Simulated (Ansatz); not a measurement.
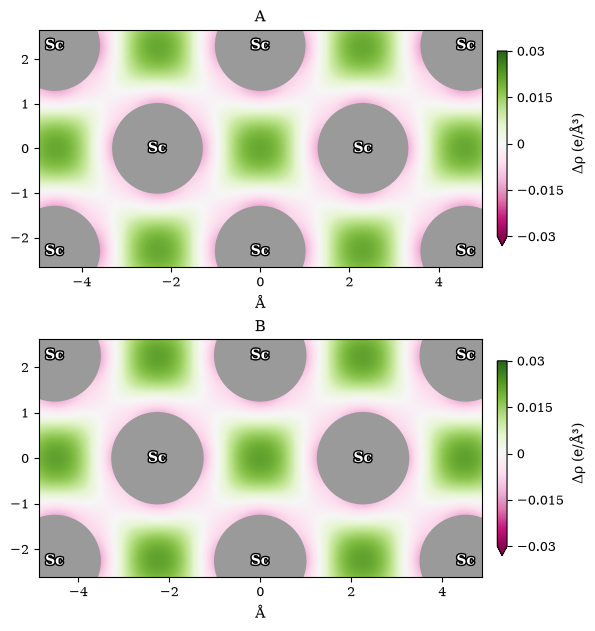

Sc: deformation density on the (010) plane of the conventional cell at two volumes, with the same fractional coordinates and one colour scale. Grey discs cover the cores. Panel A has 106 % of the volume of panel B.

Space group Fm-3m. This isn't the usual form at ambient conditions.

Computed with DFT LDA, scalar-relativistic, plane waves, PAW (Ansatz 0.2.0).

**How do bonds, bonding charge and pressure respond to this change of volume?**

From B to A, Sc–Sc goes from 3.20 to 3.26 Å, and Δρ at its midpoint stays at about zero.
- The pressure is −1.8 GPa in B and −4.6 GPa in A.
- The rearranged charge is 0.09 e an atom in B and 0.09 e in A.

Run times: 6.5 s (base cell) and 6 s (scaled cell), on 1 thread of Arm Neoverse V1 (shared host).
